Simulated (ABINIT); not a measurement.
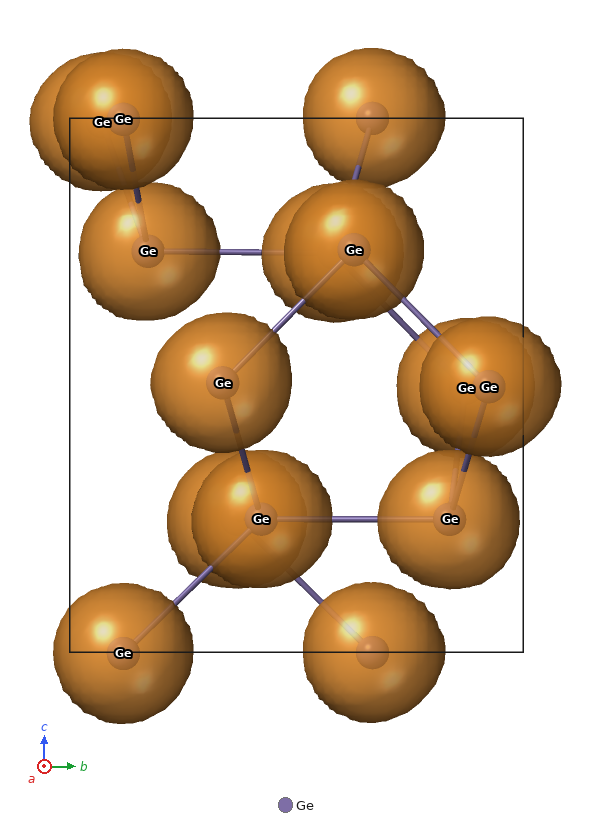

Ge. Isosurface of the valence charge density (pseudo) at 0.8 e/Å³ (orange), seen along the a axis. Sticks mark near contacts.

Space group P1; not relaxed (largest force 1.2 eV/Å); computed pressure about 3 GPa in this cell.

The calculation used Kohn-Sham DFT of a periodic cell, PBE, JTH PAW PBE v2.0 (ABINIT).

Core electrons are frozen (PAW), and the valence fields are smoothed inside the atomic spheres.

Input file:

```
# Pseudopotentials
pp_dirpath "./"
pseudos "Ge.GGA_PBE-JTH.xml"

# Structure
acell 11.206075919 11.206075919 13.1902883499
rprim
     1.0000000000     0.0000000000     0.0000000000
     0.0000000000     1.0000000000     0.0000000000
     0.0000000000     0.0000000000     1.0000000000
ntypat 1
znucl 32
natom 12
typat 1 1 1 1 1 1 1 1 1 1 1 1
xred
     0.3795530000     0.1730000000     0.7506630000
     0.3269480000     0.8729150000     0.4943060000
     0.6240730000     0.8373400000     0.2488540000
     0.6705450000     0.1186240000    -0.0023490000
     0.8750990000     0.3374520000     0.5043550000
     0.8303900000     0.6269180000     0.7536180000
     0.1291470000     0.6674830000    -0.0006130000
     0.1622500000     0.3691000000     0.2490090000
     0.5662280000     0.4225910000     0.2492250000
     0.9237630000     0.9241570000     0.4972560000
     0.4260540000     0.5823200000     0.7473200000
     0.0756700000     0.0714120000    -0.0066360000
chkprim 0
chksymtnons 0
tolsym 1.0e-6

# Plane-wave basis
ecut 22.0
pawecutdg 44.0
pawxcdev 0

# k points
kptopt 1
ngkpt 5 5 4
nshiftk 1
shiftk 0.0 0.0 0.0

# Exchange and correlation
ixc 11

# Bands and occupations
nband 101
occopt 3
tsmear 0.05 eV

# SCF cycle
nstep 100
tolvrs 1.0e-9

# Output
iomode 3
prtwf 0
prteig 0
prtebands 0
enunit 2
prtden 1
prtvha 1
prtvclmb 1
prtpot 1
```

Launched as:

```sh
mpirun --bind-to none -np 4 abinit run.abi > log 2>&1
```

Below, planes, directions and counts refer to the conventional cell (a = 5.93 Å, b = 5.93 Å, c = 6.98 Å, α = 90.00°, β = 90.00°, γ = 90.00°).

What does this surface tell about the bonding?

Answer. At this value the density breaks into separate islands; it holds about 75 % of the electrons treated as valence. It bridges none of the near contacts. It is pinched off along the sampled Ge–Ge (2.41 Å), Ge–Ge (2.46 Å), Ge–Ge (2.54 Å) and Ge–Ge (2.59 Å) contacts. On the grid the lowest density along these lines, outside the cores, is 0.51 e/Å³ (Ge–Ge, 2.41 Å), 0.48 e/Å³ (Ge–Ge, 2.46 Å), 0.44 e/Å³ (Ge–Ge, 2.54 Å) and 0.41 e/Å³ (Ge–Ge, 2.59 Å).
